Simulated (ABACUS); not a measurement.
## YN: 7 runs along one coordinate

System: YN (Fm-3m, 2 atoms in the cell).
Method: Kohn-Sham DFT of a periodic cell, PBE, PseudoDojo NC SR 0.4.1 PBE standard, no spin polarisation (ABACUS 3.10.1).

The 7 runs differ only in the geometry, by an even scaling of the cell at fixed fractional positions. The structure derives from an entry of the Crystallography Open Database.

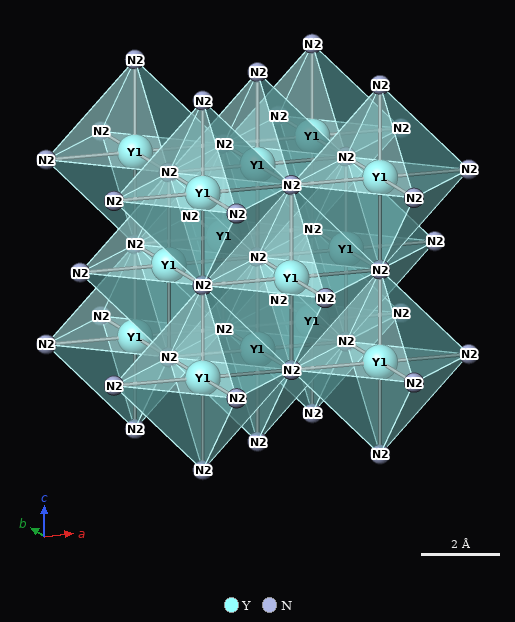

Figure 1. The structure of run 4 (polyhedral view of the cell 4 times as large as that of the calculation, set on its symmetry axes, seen slightly off an axis; polyhedra are completed across the faces of the cell; atoms are numbered from 1 in the order of the input).

### Input file of run 4
```
INPUT_PARAMETERS
suffix              YN
calculation         scf
basis_type          lcao
pseudo_dir          ./
orbital_dir         ./
symmetry            1
dft_functional      pbe
ecutwfc             100
pseudo_rcut         10
nspin               1
nbands              12
ks_solver           genelpa
smearing_method     fd
smearing_sigma      0.00367493
scf_thr             1e-07
scf_nmax            100
mixing_type         broyden
mixing_beta         0.7
cal_force           1
cal_stress          1
out_mul             1
```

### File STRU of run 4
```
ATOMIC_SPECIES
Y 88.9058 Y.upf
N 14.0070 N.upf

NUMERICAL_ORBITAL
Y_confined-atom_8au_3s2p2d1f.orb
N_confined-atom_6au_2s2p1d.orb

LATTICE_CONSTANT
1.8897261246

LATTICE_VECTORS
0.0000000000 2.4385000000 2.4385000000
2.4385000000 0.0000000000 2.4385000000
2.4385000000 2.4385000000 0.0000000000

ATOMIC_POSITIONS
Direct

Y
0.0
1
0.0000000000 0.0000000000 0.0000000000 1 1 1

N
0.0
1
0.5000000000 0.5000000000 0.5000000000 1 1 1
```

### File KPT of run 4
```
K_POINTS
0
Gamma
9 9 9 0 0 0
```

Command:
```bash
OMP_NUM_THREADS=1 mpirun -np 4 abacus > log
```

Run 6 differs from it as follows:
```diff
-0.0000000000 2.4385000000 2.4385000000
-2.4385000000 0.0000000000 2.4385000000
-2.4385000000 2.4385000000 0.0000000000
+0.0000000000 2.4705892062 2.4705892062
+2.4705892062 0.0000000000 2.4705892062
+2.4705892062 2.4705892062 0.0000000000
```

### Results, with one run withheld

| run | volume per atom (Å³) | free energy per atom, from the lowest run given (meV) | pressure (GPa) | gap on the mesh (eV) |
| --- | --- | --- | --- | --- |
| 1 | 13.630 | 52.38 | 15.42 | 0.11 |
| 2 | 13.920 | 28.58 | 10.98 | 0.15 |
| 3 | 14.210 | 12.37 | 6.98 | 0.19 |
| 4 | 14.500 | 3.06 | 3.36 | 0.23 |
| 5 | 14.790 | 0.00 | 0.08 | 0.26 |
| 6 | 15.080 | ? | ? | ? |
| 7 | 15.370 | 10.26 | −5.56 | 0.32 |

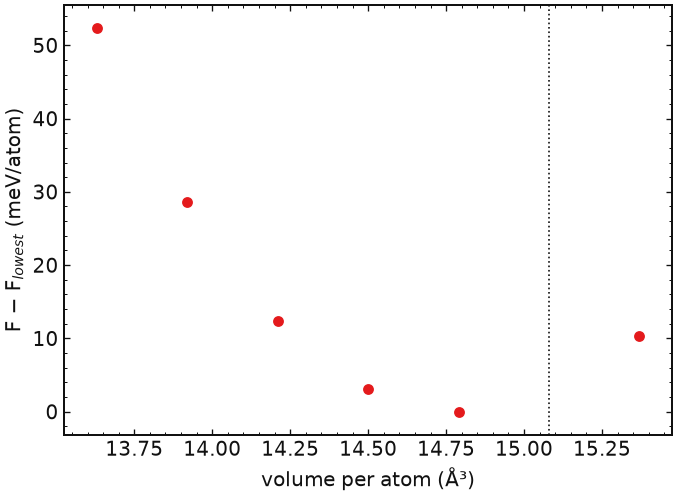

Figure 2. Free energy per atom of the runs given; the dotted line marks run 6.

Fit the runs given and predict run 6.

A cubic polynomial in V^(−2/3) (the Birch–Murnaghan form), fitted to the 6 runs given, misses them by at most 0.01 meV per atom. With x = V^(−2/3) − 0.16907 Å⁻², it reads F = 5.9862 + 3791.1 x + 5.9958e+05 x² + 69439 x³ (meV per atom). At run 6 it gives 2.57 meV per atom, and the run itself gives 2.59. The slope of the fit gives a pressure −dF/dV of −2.88 GPa there, and the run prints −2.88 GPa. The fit has its minimum at 14.798 Å³ per atom, where V d²F/dV² gives 159 GPa: the bulk modulus at this level, since symmetry fixes the shape and the positions. The gap on the mesh goes, without turning, from 0.11 eV in run 1 to 0.32 eV in run 7; run 6 has 0.29 eV. These are gaps of this functional on this mesh, which can miss the band edges; they aren't the measured gap.

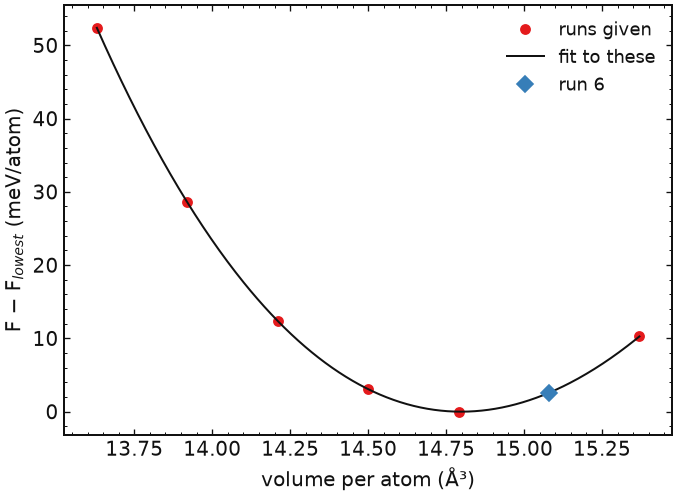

Figure 3. The fit and the withheld run.

### Some lines of the output (run 6)
```
[...]
 E_Fermi        0.9988386178         13.5898965841
 E_Fermi        0.8719617112         11.8636477104
 E_Fermi        0.8804970694         11.9797772159
 E_Fermi        0.8729847826         11.8775673106
 E_Fermi        0.8731280786         11.8795169527
 E_Fermi        0.8726039842         11.8723862827
 E_Fermi        0.8727613517         11.8745273780
 E_Fermi        0.8727841767         11.8748379269
 E_KS(sigma->0) -102.5907646778      -1395.8189617958
 E_Fermi        0.8727856634         11.8748581543
 final etot is -1395.819089 eV
 EFERMI = 11.874858154 eV
 TOTAL-PRESSURE: -28.800635 KBAR
 !FINAL_ETOT_IS -1395.8190889858408354 eV
```

Notes: Points of doubt noted for this run: home made orbitals.
